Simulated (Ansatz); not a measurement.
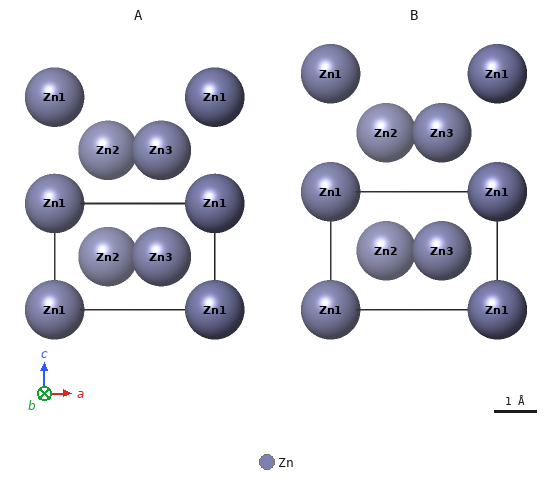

Two geometries of crystalline Zn (built on the omega_191 type) (coarse preliminary run), drawn at one scale. One is the start of a relaxation, the other its converged end. The picture is a spheres-only view of the cell of the calculation, repeated 1 × 1 × 2 with one cell outlined, seen along the b axis.

Level of theory: DFT PBEsol, scalar-relativistic, plane waves, PAW in Ansatz 0.2.0. Settings: plane-wave cutoff 420 eV; k-point mesh 6 × 6 × 6; occupations gaussian; smearing width 0.1 eV; no spin polarisation; cell and atoms relaxed; force threshold 0.04 eV/Å; at most 70 steps.

> Which geometry has the lower energy?

Structure A is the relaxed one. Case: omega type (P6/mmm, No. 191). The atoms keep their places relative to the cell (all moves are under 0.005 Å). The drawn cell changes as follows: a = b 4.635 → 4.452 Å (−4.0 %), c 2.842 → 2.559 Å (−9.9 %); the volume changes by −16.9 %. Among the contacts that change: Zn1–Zn1 2.842 → 2.559 Å, Zn2–Zn3 2.676 → 2.570 Å. The space group stays P6/mmm (No. 191). Over 3 accepted moves (4 points after the start) the energy falls by 0.386 eV per cell of the calculation. All forces vanish by symmetry, so only the cell relaxes. Pressure: −9.35 GPa at the start and 0.18 GPa at the end. The SCF was repeated once at an unchanged geometry on a basis and grid sized afresh for the cell, which shifted the energy by 3.7 meV per cell of the calculation at most. The run took about 8 core-seconds on a shared host.
